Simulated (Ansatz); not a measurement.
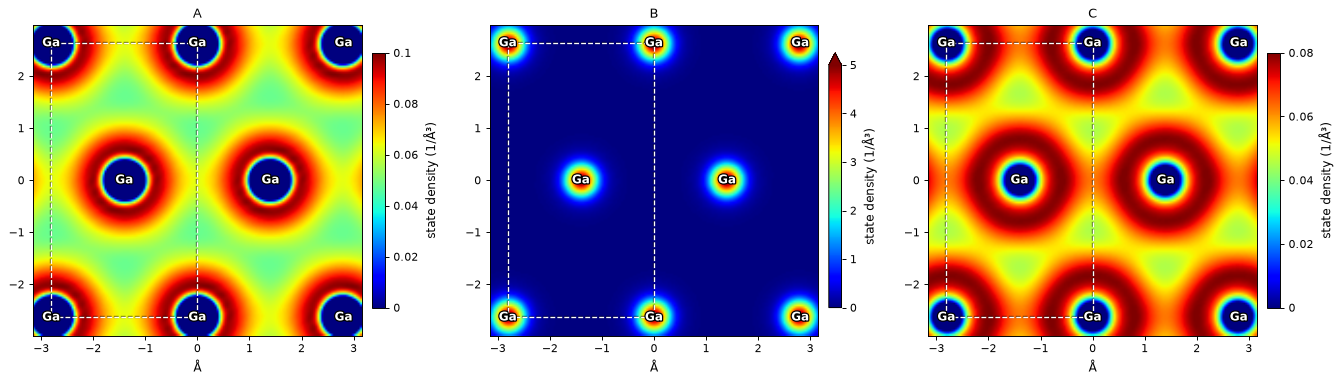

Ga: densities of the states in three energy windows, on the (101) plane of the conventional cell.

Space group I4/mmm; the calculation finds a residual pressure of about 4 GPa at this fixed cell.

Computed with DFT PBE, scalar-relativistic, plane waves, PAW (Ansatz).

Core electrons are frozen (PAW), so the fields are smoothed inside the atomic spheres.

```yaml
crystal:
  lattice:
    - [2.80800, 0.00000, 0.00000]
    - [0.00000, 2.80800, 0.00000]
    - [0.00000, 0.00000, 4.45800]
  atoms:
    - { symbol: Ga, position: [0.00000, 0.00000, 0.00000] }
    - { symbol: Ga, position: [0.50000, 0.50000, 0.50000] }
```

Question: Match the panels to the energy ranges (zero at the Fermi level): −15.2 to −14.6 eV, −11.6 to −7.7 eV and 0.0 to +1.2 eV.

Answer: Panel A: −11.6 to −7.7 eV, the lower third of the occupied valence band, mainly Ga 4p (50 %) and Ga 4s (50 %).
Panel B: −15.2 to −14.6 eV, a separate group of bands (semicore or deep states), mainly Ga 3d (over 95 %).
Panel C: 0.0 to +1.2 eV, the empty states just over the Fermi level, mainly Ga 4p (70 %) and Ga 4s (30 %).
The characters are Löwdin shares on a minimal set of atomic orbitals. At the bottom of an sp band the diffuse p orbitals of such a set take a share of s-like charge between the atoms, so the p share there is overstated.

Cost of the run: 7.7 s on 1 thread of Arm Neoverse N1, on a shared host, peak memory 0.34 GiB.
